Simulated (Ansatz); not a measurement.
**Run report: TiCo3, single-point calculation**

TiCo3 (Pm-3m, 4 atoms in the cell), computed with DFT PBEsol, scalar-relativistic, plane waves, PAW, spin-polarised (Ansatz 0.2.0).

The structure derives from an entry of the Crystallography Open Database. Figures and captions count atoms from 1; the log counts them from 0 in places.

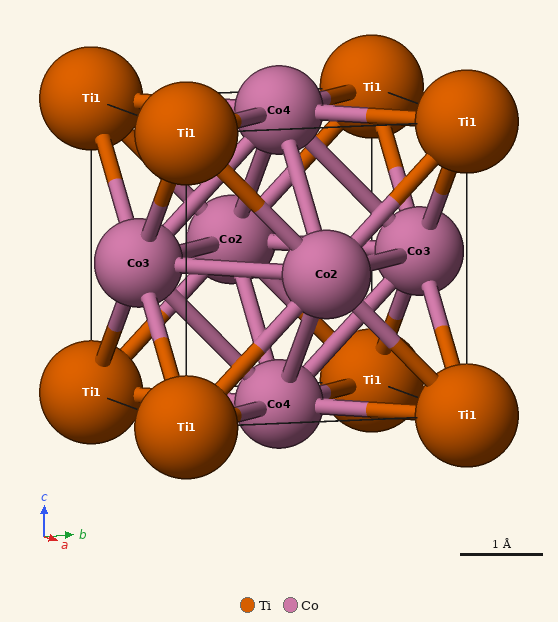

*The input geometry (ball-and-stick view of the cell of the calculation, seen slightly off an axis; atoms are numbered from 1 in the order of the input). An atom can appear more than once, as a periodic image.*

Near neighbours in the periodic cell (some may lie outside the picture): Ti has 12 Co at 2.56 Å; Co has 8 Co at 2.56 Å and 4 Ti at 2.56 Å.

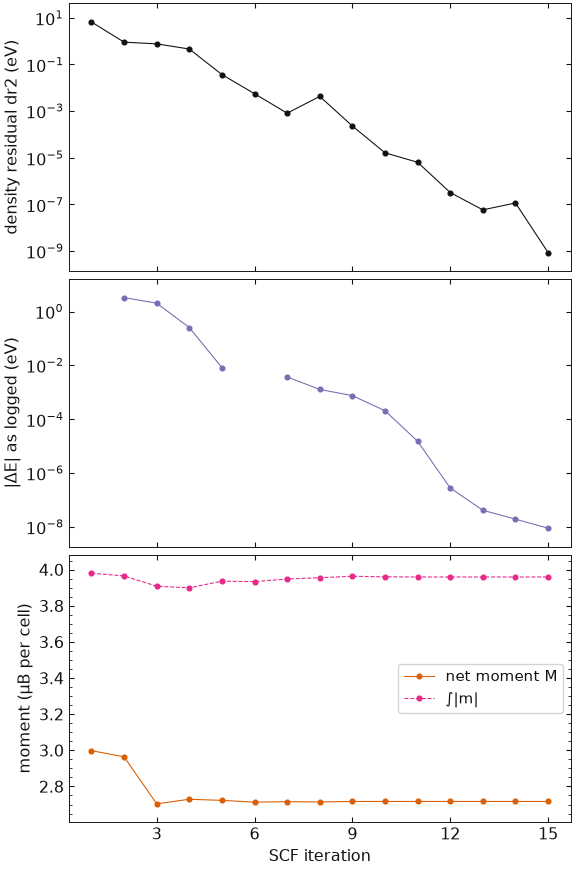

*Convergence of the self-consistent field: density residual dr2, size of the energy change and magnetic moment against the SCF iteration.*

The residual comes down, with one marked jump up, by a factor of about 5, at step 8. The net moment goes from 3.0 to 2.7 μB per cell.

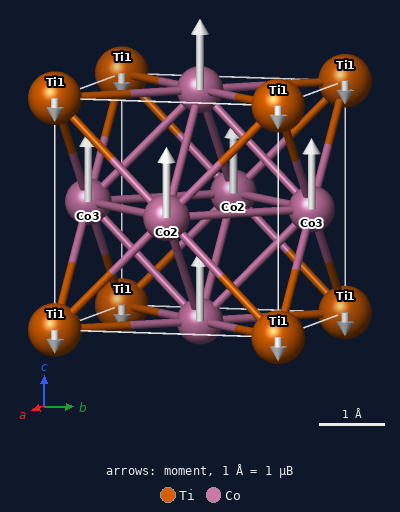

*Magnetic moments of the sites as white arrows (ball-and-stick view of the cell of the calculation, seen slightly off an axis; atoms are numbered from 1 in the order of the input); small moments hardly show. The run is collinear, so the axis drawn is arbitrary.*

Site moments: all 3 Co atoms (1.11 μB); Ti1 (−0.38 μB). They are counted near the atoms and needn't add up to the moment of the cell.

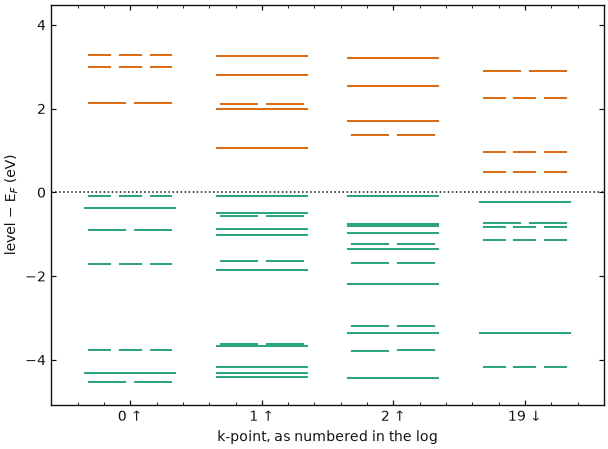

*Kohn–Sham levels near the Fermi level (dotted) at the few k-points that the log prints; levels within 0.02 eV of each other stand side by side.*

The system is metallic on the full mesh.

The input that produced these results follows, with the program's output.

**Input**
```yaml
crystal:
  lattice:
    - [3.614, 0.0, 0.0]
    - [0.0, 3.614, 0.0]
    - [0.0, 0.0, 3.614]
  atoms:
    - { symbol: Ti, position: [0.0, 0.0, 0.0] }
    - { symbol: Co, position: [0.0, 0.5, 0.5], spin: 3.0 }
    - { symbol: Co, position: [0.5, 0.0, 0.5], spin: 3.0 }
    - { symbol: Co, position: [0.5, 0.5, 0.0], spin: 3.0 }
basis:
  ecutwfc: 420
kpoints:
  mp_grid: { grid: [6, 6, 6] }
hamiltonian:
  xc: pbesol
scf:
  occupations: { method: gaussian, width: 0.1 }
output:
  forces: true
  stress: true
  eigenvalues: true
  populations: true
magnetization:
  spin_polarized: true
```

Launch command:
```bash
ansatz run input.yaml --threads 1 --pin off --max-ram 2560MiB --backend cpu --events-out ev --progress --plain --runs-dir out
```

**What the program printed**
```
Engine: ansatz 0.2.0, x86_64-unknown-linux-gnu
Pseudopotentials: kind: paw
Pseudopotential: Ti, paw, valence charge 12, recommended cutoff 420 eV (normal), Ti.paw.azcp
Pseudopotential: Co, paw, valence charge 17, recommended cutoff 420 eV (normal), Co.paw.azcp
Functional definition: PBEsol
  exchange = pbesol_x
  correlation = pbesol_c
Crystal: 4 atoms, lattice volume = 47.202 Å³
Basis set: ecut = 420 eV, 925 PW (Γ), exchange–correlation on 50×50×50 points (8 copies of the dense FFT grid, shifted against one another)
Bands: 44, of which v1, the nominal top of the filled ones, is band 32 counted from 1 (31 counted from 0)
Symmetry: 48 space group operations
Space group: Pm-3m (ITA 221), of the structure as read, at distance tolerance 3.6e-5 Å
Magnetic group: BNS 221.92 (UNI 1594), of the structure as read, at distance tolerance 3.6e-5 Å
k-points: 20 of 216
Non-local potential: Ti, projectors of the file, l = 0: 3, l = 1: 2, l = 2: 3, l = 3: 1
Non-local potential: Co, projectors of the file, l = 0: 3, l = 1: 2, l = 2: 3, l = 3: 1
PAW form: soft (Blöchl's): semilocal exchange-correlation on the pseudo side does not see the compensation charge
PAW frozen core: Ti, regenerated for the run's functional, and the local potential with it (the file was generated under x = pbe(κ = 0.804, μ = 0.2195149727645171), c = pbe(β = 0.06672455060314922))
PAW frozen core: Co, regenerated for the run's functional, and the local potential with it (the file was generated under x = pbe(κ = 0.804, μ = 0.2195149727645171), c = pbe(β = 0.06672455060314922))
PAW one-centre angular grid: Ti, 590 points (default); XC on 64 Gauss nodes
PAW one-centre angular grid: Co, 590 points (default); XC on 64 Gauss nodes
Initial density: superposition of atomic densities (chi_scale 0.1, normalization cell)
Starting moments: Σ|m| = 9 μB on 3 of 4 sites
Initial wavefunctions: pseudopotential atomic-orbital guess
Functional: x = pbesol(κ = 0.804, μ = 0.12345679012345678), c = pbesol(β = 0.046)
SCF iter   1: F=—  HF=-17755.495553 eV  |F-HF|=—  |Δ(HF+E_count)|=         —  Δρ=2.66e-1 (↑2.66e-1 ↓1.28e-1)  dr2=6.58e0  dr2_m=1.64e1  M=2.998 μB ∫|m|=3.980 μB  β_m=0.30  ethr=3.10e-3  ⟨swp⟩=5.8  Hψ=5639  notcnv=0  defer=16
Mixer restart at iter 1: flushing history
preconditioner: auto → Kerker (q_TF=auto, 2.863 Å⁻¹)  [metal: Δε(μ)=0.057 eV  Ē_g=12.178 eV  σ=0.100 eV  W_gap=0.29  n_scr=18 (ndim 8)  ℏωp=32.9 eV  f_vac=0.000  D(μ)=4.29/eV (n_scr^D=56)]
spin=Collinear: Kerker preconditioning applied to the charge; magnetization (m = ρ↑ − ρ↓) channel mixes plain (no charge-response kernel on spin).
SCF iter   2: F=—  HF=-17752.195947 eV  |F-HF|=—  |Δ(HF+E_count)|=    3.30e0  Δρ=1.41e-1 (↑1.41e-1 ↓1.34e-1)  dr2=8.97e-1  dr2_m=7.95e0  M=2.964 μB ∫|m|=3.965 μB  β_m=0.53  ethr=3.10e-3  ⟨swp⟩=2.0  Hψ=2981  notcnv=0  defer=166
SCF iter   3: F=—  HF=-17754.232059 eV  |F-HF|=—  |Δ(HF+E_count)|=    2.04e0  Δρ=7.13e-2 (↑7.13e-2 ↓2.42e-2)  dr2=7.58e-1  dr2_m=8.55e-1  M=2.704 μB ∫|m|=3.908 μB  β_m=0.53  ethr=1.42e-3  ⟨swp⟩=3.1  Hψ=3684  notcnv=0  defer=169
SCF iter   4: F=—  HF=-17753.976982 eV  |F-HF|=—  |Δ(HF+E_count)|=   2.55e-1  Δρ=1.62e-2 (↑1.45e-2 ↓1.62e-2)  dr2=4.56e-1  dr2_m=1.36e-3  M=2.729 μB ∫|m|=3.899 μB  β_m=0.69  ethr=1.20e-3  ⟨swp⟩=2.2  Hψ=2876  notcnv=0  defer=168
SCF iter   5: F=—  HF=-17753.968666 eV  |F-HF|=—  |Δ(HF+E_count)|=   8.32e-3  Δρ=5.26e-3 (↑5.26e-3 ↓5.09e-3)  dr2=3.67e-2  dr2_m=6.74e-4  M=2.723 μB ∫|m|=3.936 μB  β_m=0.63  ethr=7.24e-4  ⟨swp⟩=2.0  Hψ=2168  notcnv=0  defer=168
SCF iter   6: F=—  HF=-17753.957501 eV  |F-HF|=—  |Δ(HF+E_count)|=         —  Δρ=3.21e-3 (↑3.21e-3 ↓2.75e-3)  dr2=5.56e-3  dr2_m=1.74e-4  M=2.713 μB ∫|m|=3.933 μB  β_m=0.63  ethr=5.82e-5  ⟨swp⟩=2.1  Hψ=2973  notcnv=0  defer=168
Mixer restart at iter 6: flushing history
SCF iter   7: F=—  HF=-17753.961234 eV  |F-HF|=—  |Δ(HF+E_count)|=   3.73e-3  Δρ=1.30e-3 (↑5.53e-4 ↓1.30e-3)  dr2=8.14e-4  dr2_m=9.95e-5  M=2.716 μB ∫|m|=3.948 μB  β_m=0.79  ethr=8.82e-6  ⟨swp⟩=2.0  Hψ=2693  notcnv=0  defer=168
SCF iter   8: F=—  HF=-17753.962516 eV  |F-HF|=—  |Δ(HF+E_count)|=   1.28e-3  Δρ=1.89e-3 (↑1.80e-3 ↓1.89e-3)  dr2=4.26e-3  dr2_m=7.86e-6  M=2.714 μB ∫|m|=3.955 μB  β_m=0.75  ethr=1.29e-6  ⟨swp⟩=2.0  Hψ=2978  notcnv=0  defer=168
SCF iter   9: F=—  HF=-17753.961763 eV  |F-HF|=—  |Δ(HF+E_count)|=   7.53e-4  Δρ=7.78e-4 (↑7.78e-4 ↓4.73e-4)  dr2=2.30e-4  dr2_m=1.66e-5  M=2.717 μB ∫|m|=3.963 μB  β_m=0.80  ethr=1.29e-6  ⟨swp⟩=2.0  Hψ=3030  notcnv=0  defer=168
SCF iter  10: F=—  HF=-17753.961971 eV  |F-HF|=—  |Δ(HF+E_count)|=   2.08e-4  Δρ=2.06e-4 (↑2.06e-4 ↓9.66e-5)  dr2=1.63e-5  dr2_m=1.71e-6  M=2.717 μB ∫|m|=3.960 μB  β_m=0.90  ethr=3.66e-7  ⟨swp⟩=2.0  Hψ=3027  notcnv=0  defer=168
SCF iter  11: F=—  HF=-17753.961986 eV  |F-HF|=—  |Δ(HF+E_count)|=   1.53e-5  Δρ=7.35e-5 (↑7.35e-5 ↓5.87e-5)  dr2=6.43e-6  dr2_m=7.04e-8  M=2.717 μB ∫|m|=3.959 μB  β_m=0.95  ethr=2.59e-8  ⟨swp⟩=2.0  Hψ=2457  notcnv=0  defer=168
SCF iter  12: F=—  HF=-17753.961986 eV  |F-HF|=—  |Δ(HF+E_count)|=   2.80e-7  Δρ=2.04e-5 (↑2.04e-5 ↓1.26e-5)  dr2=3.24e-7  dr2_m=7.29e-9  M=2.717 μB ∫|m|=3.959 μB  β_m=0.97  ethr=1.02e-8  ⟨swp⟩=2.5  Hψ=2442  notcnv=0  defer=168
SCF iter  13: F=—  HF=-17753.961986 eV  |F-HF|=—  |Δ(HF+E_count)|=   4.18e-8  Δρ=8.02e-6 (↑2.66e-6 ↓8.02e-6)  dr2=5.88e-8  dr2_m=5.18e-9  M=2.717 μB ∫|m|=3.959 μB  β_m=0.99  ethr=5.14e-10  ⟨swp⟩=2.2  Hψ=2473  notcnv=0  defer=168
SCF iter  14: F=—  HF=-17753.961986 eV  |F-HF|=—  |Δ(HF+E_count)|=   1.95e-8  Δρ=8.45e-6 (↑6.36e-6 ↓8.45e-6)  dr2=1.16e-7  dr2_m=5.95e-10  M=2.717 μB ∫|m|=3.959 μB  β_m=0.99  ethr=9.33e-11  ⟨swp⟩=1.7  Hψ=1832  notcnv=0  defer=168
SCF iter  15: F=-17753.961986 eV  HF=-17753.961986 eV  |F-HF|=7.57e-10  |Δ(HF+E_count)|=   9.04e-9  Δρ=7.69e-7 (↑7.03e-7 ↓7.69e-7)  dr2=8.74e-10  dr2_m=1.86e-12  M=2.717 μB ∫|m|=3.959 μB  ethr=9.33e-11  ⟨swp⟩=7.2  Hψ=5836  notcnv=0
SCF 1 converged in 15 iterations: F = -17753.961986 eV  dr2 = 8.74e-10
  greatest PAW one-centre occupation: 1.001 electrons in one spin orbital (limit 2), on the Co atom at site 2 (counted from 0), in its partial waves of l = 1
SCF converged after 15 iterations
Magnetization: 2.7166 μB (32.8583 up, 30.1417 down)
Absolute magnetization: 3.9596 μB (∫|ρ↑−ρ↓|, with the PAW one-centre terms)
Spin contamination: 0.1540 ħ² per cell (⟨S²⟩ above its minimum at these occupations)
Per-site moments (μB) at R_I (Å): [(-0.3758510879345992, 1.0541371117233753), (1.1072913974619483, 1.0541371117233753), (1.1072913974619487, 1.0541371117233753), (1.1072913974619483, 1.0541371117233753)]
Free energy (F): -17753.961986 eV
Harris-Foulkes:  -17753.961986 eV  (|F-HF|=7.57e-10)
Internal energy: -17753.939821 eV  (E = F + TS)
E sigma→0 (E₀):  -17753.950903 eV
Entropy (-TS):   -0.022166 eV (-5.541 meV/atom)
Fermi energy:    17.518206 eV
--- Per-component energies (eV) ---
  E_band       = -881.088035
  E_kinetic    = 1639.650436
  E_local      = -9632.571178  (includes V_loc(G=0)·N_el)
  E_nonlocal   = 1373.231220
  E_hartree    = 4054.330428
  E_xc         = -571.771252
  E_vxc        = -737.464132  (∫ρ·V_xc dr)
  E_paw        = -5470.100905  (= ΣΔE_a)
  E_vpaw       = -1632.598141  (= ΣTr[D̂ρ^β])
  E_aug_tail   = 0.000310  (compensation charges beyond the density's cutoff)
  E_ewald      = -9147.413523
  E_core_change = 0.704642  (= ΣΔE_core)
  E_smearing   = -0.022166  (= −TS)
  E_closure    = 0.000000  (closes the sum)
  Σ components = -17753.961986   (vs F -17753.961986, Δ=0.00e0)
--- Forces (eV/Å), atoms counted from 1 ---
  atom   1  Ti    -0.00000000     0.00000000    -0.00000000
  atom   2  Co     0.00000000    -0.00000000    -0.00000000
  atom   3  Co     0.00000000    -0.00000000    -0.00000000
  atom   4  Co     0.00000000    -0.00000000     0.00000000
  max |Σ_I F_I| component: 3.81e-28 eV/Å
--- Stress (GPa, compression-positive) ---
      -10.202578       0.000000      -0.000000
       -0.000000     -10.202578       0.000000
        0.000000       0.000000     -10.202578
  P = ⅓ Tr σ = -10.2026 GPa (-102.026 kbar)
--- Band table (eV; the first three rows and the last of 40) ---
  k-point 0 ↑: bands = ["-77.6165", "-77.5775", "-77.5775", "-41.1346", "-41.1346", "-41.1346", "-40.9340", "-40.9340", "-40.9340", "-40.9208", "-40.9208", "-40.9208", "-38.6190", "-14.9866", "-14.9866", "-14.9866", "9.4347", "12.9899", "12.9899", "13.2032", "13.7466", "13.7466", "13.7466", "15.8007", "15.8007", "15.8007", "16.6273", "16.6273", "17.1499", "17.4421", "17.4421", "17.4421", "19.6542", "19.6542", "20.5063", "20.5063", "20.5063", "20.8040", "20.8040", "20.8040", "28.3297", "28.4218", "28.4218", "30.7511"]
  k-point 1 ↑: bands = ["-77.6141", "-77.5798", "-77.5775", "-41.1302", "-41.1302", "-41.1271", "-40.9360", "-40.9360", "-40.9345", "-40.9314", "-40.9232", "-40.9232", "-38.6158", "-15.0016", "-14.9872", "-14.9872", "9.7957", "13.1006", "13.2075", "13.3482", "13.8615", "13.8900", "13.8900", "15.6694", "15.8855", "15.8855", "16.4943", "16.6432", "16.9634", "16.9634", "17.0191", "17.4424", "18.5723", "19.5157", "19.6274", "19.6274", "20.3131", "20.7796", "22.1847", "22.1847", "28.2449", "28.2723", "30.0187", "30.2514"]
  k-point 2 ↑: bands = ["-77.6081", "-77.5857", "-77.5775", "-41.1208", "-41.1208", "-41.1091", "-40.9555", "-40.9427", "-40.9427", "-40.9355", "-40.9258", "-40.9258", "-38.6093", "-15.0314", "-14.9884", "-14.9884", "10.8062", "13.0907", "13.7347", "13.7447", "14.1657", "14.3154", "14.3154", "15.3313", "15.8403", "15.8403", "16.1541", "16.2822", "16.2822", "16.5525", "16.7203", "16.7695", "17.4431", "18.8909", "18.8909", "19.2334", "20.0613", "20.7326", "24.1352", "24.1352", "27.8871", "27.9319", "28.6277", "28.6277"]
  k-point 19 ↓: bands = ["-76.2700", "-76.2700", "-76.2700", "-39.8302", "-39.7997", "-39.7997", "-39.7997", "-39.6477", "-39.6477", "-39.6477", "-39.6082", "-39.6082", "-38.9691", "-15.3853", "-15.3853", "-15.3853", "13.3578", "13.3578", "13.3578", "14.1626", "16.3914", "16.3914", "16.3914", "16.6798", "16.6798", "16.6798", "16.7931", "16.7931", "17.2896", "18.0032", "18.0032", "18.0032", "18.4837", "18.4837", "18.4837", "19.7797", "19.7797", "19.7797", "20.4047", "20.4047", "25.4941", "25.4941", "25.4941", "26.6613"]
--- Löwdin populations: 4 sites ---
  site symbol       q [e]    m [muB]
     0     Ti     11.8782    -0.5011
     1     Co     16.7853     1.1141
     2     Co     16.7853     1.1141
     3     Co     16.7853     1.1141
  spilling = 0.012159 (of n_electrons = 63.000000)
```

**File populations.tsv**
```
# site	symbol	l	j	q_up	q_dn
# orbitals = lowdin
# n_electrons = 63.000000
# spilling = 0.012159
0	Ti	0_3S	-	0.965221	0.964166
0	Ti	0_4S	-	0.489680	0.486532
0	Ti	1_3P	-	2.995668	2.996128
0	Ti	2_3D	-	1.237963	1.742847
1	Co	0_3S	-	0.991573	0.991962
1	Co	0_4S	-	0.445540	0.462330
1	Co	1_3P	-	2.997684	2.997789
1	Co	2_3D	-	4.514900	3.383484
2	Co	0_3S	-	0.991573	0.991962
2	Co	0_4S	-	0.445540	0.462330
2	Co	1_3P	-	2.997684	2.997789
2	Co	2_3D	-	4.514900	3.383484
3	Co	0_3S	-	0.991573	0.991962
3	Co	0_4S	-	0.445540	0.462330
3	Co	1_3P	-	2.997684	2.997789
3	Co	2_3D	-	4.514900	3.383484
```

**Results in brief**

| quantity | value |
| --- | --- |
| outcome | converged |
| space group (tolerance 0.01 Å) | Pm-3m (221) |
| electrons treated | 63 |
| free energy | −17753.9620 eV |
| Fermi energy | 17.518 eV |
| gap on the k-point mesh | none (metallic) |
| net moment of the cell | 2.72 μB |
| integrated absolute moment | 3.96 μB |
| pressure | −10.20 GPa |
| largest force (length of the vector) | under 0.001 eV/Å |
| hardware | 1 thread of Intel Xeon @ 2.50GHz (Skylake/Cascade Lake), 192 GiB of memory available, shared host |
| wall time | 12 s |
| peak memory | 0.49 GiB |

**Notes**

The cell is under a tension of 10.2 GPa at this level, so it is not at its equilibrium volume.
